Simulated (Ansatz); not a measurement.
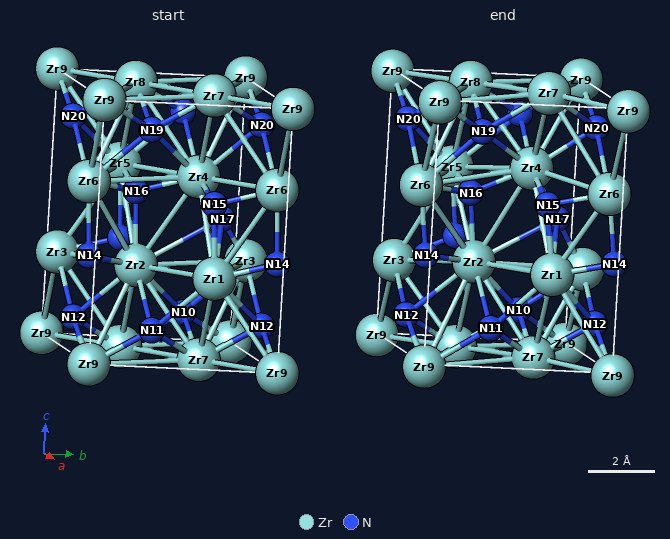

The structure of a defect cell of composition Zr$_{9}$N$_{11}$ (cell charge +3) (started half-way along a vacancy jump, in the symmetry of that start) before (left) and after (right) a relaxation, at one scale.

The picture is a ball-and-stick view of the cell of the calculation, reduced to other axes, seen slightly off an axis. Lengths and directions refer to the drawn axes.

Level of theory: Ansatz 0.2.0, DFT PBE, scalar-relativistic, plane waves, PAW. Settings: plane-wave cutoff 420 eV; k-point mesh 4 × 4 × 4; occupations gaussian; smearing width 0.05 eV; no spin polarisation; atoms relaxed in a fixed cell; force threshold 0.02 eV/Å; at most 60 steps.

**Describe what moved and what it gained.**

After 5 geometry steps the energy has fallen by 3.747 eV per cell of the calculation. The largest force component goes from 11 to 0.015 eV/Å. The largest moves, 0.30 Å, are those of Zr atoms. Largest moves by element: Zr 0.30 Å, N 0.16 Å. The cell doesn't change. Among the contacts that change: Zr–Zr 3.447 → 4.028 Å, N–Zr 1.724 → 2.014 Å, Zr–Zr 3.447 → 3.195 Å, Zr–Zr 3.454 → 3.215 Å. Bond angles that change, for instance: Zr–N–Zr 82.7° → 90.8°, Zr–N–Zr 105.0° → 112.4°, Zr–N–Zr 97.4° → 90.7°.

Limits of the set-up: the periodic images lie only 6.0 Å apart, so the values are limited by the cell's size; the cell is charged, on a uniform background, and energies carry no finite-size correction.
